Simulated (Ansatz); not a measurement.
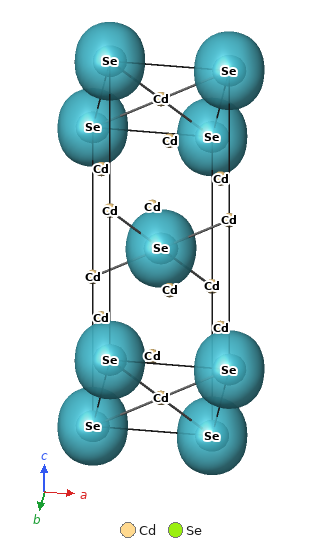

Figure. Cd$_{3}$Se. Isosurface of the electron localisation function at 0.65 (cyan), seen at an oblique angle. Only the valence region is drawn (cores and ρ < 0.01 e/Å³ removed). Sticks mark near contacts.

Space group I4/mmm; a structure from a database of computed crystals, not necessarily the ambient phase.

The calculation used Ansatz 0.2.0, Kohn-Sham DFT of a periodic cell, PBE, Ansatz PAW.

```
CELL_PARAMETERS angstrom
4.02674 0.00000 0.00000
0.00000 4.02674 0.00000
0.00000 0.00000 12.00962
ATOMIC_POSITIONS crystal
Cd 0.00000 0.00000 0.50000
Cd 0.50000 0.50000 0.00000
Cd 0.50000 0.00000 0.25000
Cd 0.00000 0.50000 0.75000
Cd 0.00000 0.50000 0.25000
Cd 0.50000 0.00000 0.75000
Se 0.00000 0.00000 0.00000
Se 0.50000 0.50000 0.50000
```

> Identify the bonds, lone pairs and shells in this picture.

The ELF exceeds this value in two regions wrapped around Se (the valence shell of each), counted in one cell of 8 atoms. Regions shared between cells count once.

Values along the shortest contacts:
Cd–Se (2.85 Å): the ELF is about 0.30 at the midpoint and 0.15 at its lowest between the atoms.

> Does the calculation make it a metal, or give it a gap?

It is metallic or semimetallic at this level of theory: no gap opens.
